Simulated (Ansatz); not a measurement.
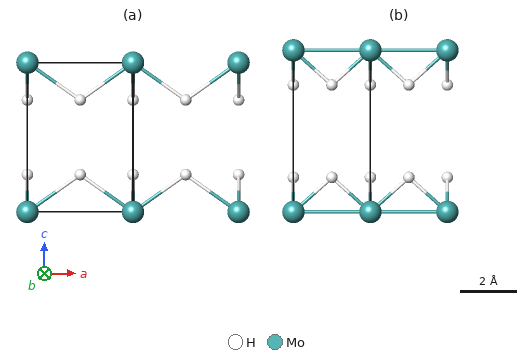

The structure of solid MoH4 (a generated structure, set up in P4/mmm) (coarse preliminary run) before (left) and after (right) a relaxation, at one scale.

The picture is a ball-and-stick view of the cell of the calculation, repeated 2 × 1 × 1 with one cell outlined, seen along the b axis.

Level of theory: Ansatz 0.2.0, DFT PBE, scalar-relativistic, plane waves, PAW. Set-up: plane-wave cutoff 420 eV; k-point mesh 4 × 4 × 4; occupations gaussian; smearing width 0.1 eV; no spin polarisation; cell and atoms relaxed; force threshold 0.04 eV/Å; at most 70 steps.

**What changed between the two?**

The largest moves relative to the cell, 0.21 Å, are those of H atoms. Mo stays in place. The drawn cell changes as follows: a = b 3.831 → 2.793 Å (−27.1 %), c 5.418 → 5.864 Å (+8.2 %); the volume changes by −42.5 %. Near-neighbour distances that change, for instance: Mo–Mo 3.831 → 2.793 Å, H–Mo 2.346 → 1.877 Å. The space group stays P4/mmm (No. 123). The energy falls by 1121 meV per atom in 11 accepted moves (12 points after the start). Largest force component: 1.4 eV/Å at the start, 0.0051 eV/Å at the end. The pressure goes from −21.49 to −0.15 GPa. At 1 point the geometry stayed and the basis and grid were re-selected for the new cell (energy shift of 1.3 meV per atom at most each time).

Limits of the set-up: the k-point mesh is coarse for a cell with partly filled bands.
